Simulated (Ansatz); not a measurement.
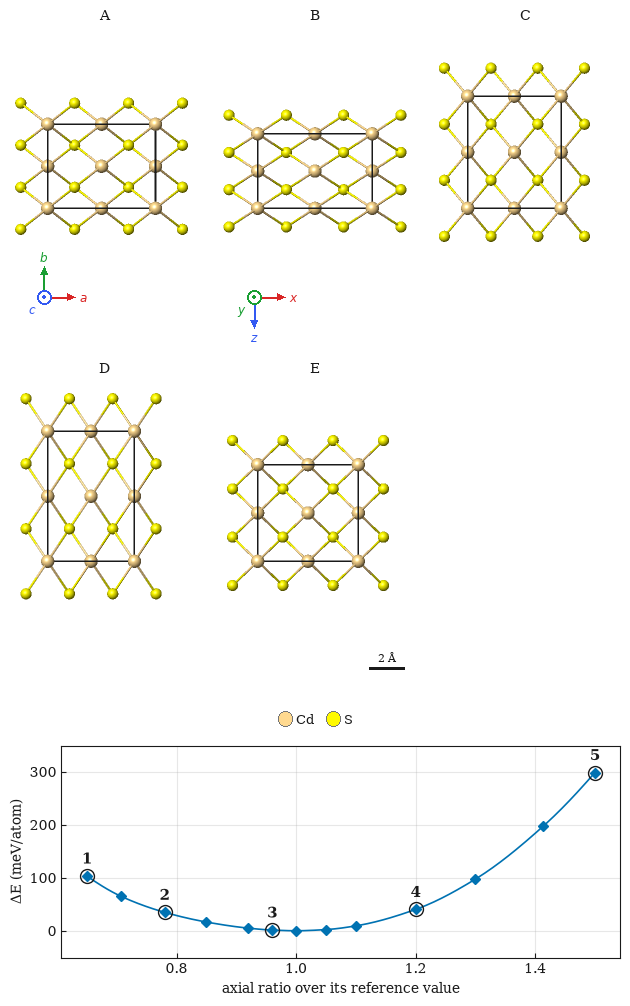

Solid CdS (F-43m): the ratio of the cell's length along z to its lengths across, counted as 1 for the reference, is changed at fixed volume (a tetragonal or Bain path), with the atoms kept at their fractional coordinates. x, y and z are the Cartesian axes of the input. The frames are shuffled; the numbered points of the plot belong to them. Style: ball-and-stick. Shown: the conventional cell (4 times the calculation's cell), along the c axis. Lengths and directions refer to the drawn axes.

These are results of Ansatz 0.2.0, DFT r2SCAN, scalar-relativistic, plane waves, PAW, not measurements. (plane-wave cutoff 500 eV; k-point mesh 10 × 10 × 10; occupations gaussian; smearing width 0.05 eV; no spin polarisation). Energies (free energies at the smearing named) are counted from the cell as listed in its source, which wasn't relaxed.

Q: Which frame belongs to which numbered point?

A: Point 1 is frame B (the relative ratio 0.65, 103.2 meV/atom); 2 is frame A (the relative ratio 0.78, 34.8 meV/atom); 3 is frame E (the relative ratio 0.96, 1.3 meV/atom); 4 is frame C (the relative ratio 1.20, 40.2 meV/atom); 5 is frame D (the relative ratio 1.50, 298.2 meV/atom). The lowest computed point lies at the relative ratio 1.00 (0.0 meV/atom). The end points stand at 103.2 meV/atom (0.65) and 298.2 meV/atom (1.50). The unrelaxed reference is under a pressure of 1.9 GPa. The distortion takes the space group from F-43m to I-4m2. At the relative ratio 1.50 the cell of the drawing goes a 5.820 → 5.084 Å, b 5.820 → 7.626 Å, c 5.820 → 5.084 Å. The band gap on the mesh, 1.61 eV in the reference, closes at 1.50.
